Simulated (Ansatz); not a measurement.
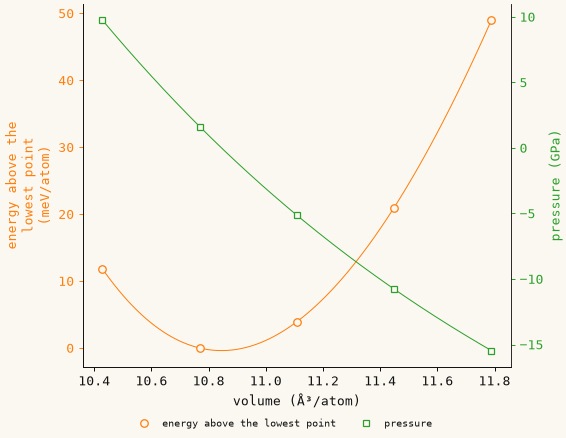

The picture above shows the energy above the lowest point and pressure against volume for SnO₂, space group Fm-3m (No. 225) (one of a set of cubic test structures, which need not be the stable phase).

Computed with Ansatz 0.2.0 development build: equation of state of a cubic crystal from periodic Kohn-Sham density functional theory without spin, third-order Birch-Murnaghan fit to the free energies; pressure corrected for the finite basis. Level: r2SCAN.

| setting | value |
| --- | --- |
| structure type | fluorite |
| atoms in cell | 3 |
| space group number | 225 |
| lattice centring | face-centred primitive |
| k mesh | 12×12×12 |
| occupation method | Fermi–Dirac |
| occupation width | 0.1 eV |
| wave cutoff | 700 eV |
| datasets | hard PAW |
| density tolerance | 1e−09 eV |
| bands | 21 |
| density cutoff ratio | 4 |
| search for lower states | default |
| xc grid level | 2 |

> Give the fitted equation-of-state parameters.

A third-order Birch–Murnaghan fit gives V0 = 10.85 Å³/atom, B0 = 227 GPa and B′ = 4.8.

> Read off the course of the pressure.

It falls from 9.7 GPa at volume 10.43 Å³/atom to −15.5 GPa at 11.79 Å³/atom, and changes sign near 10.85 Å³/atom.

Caveats: cubic model structure, not the ambient form; pseudopotentials made with PBE, not this functional.
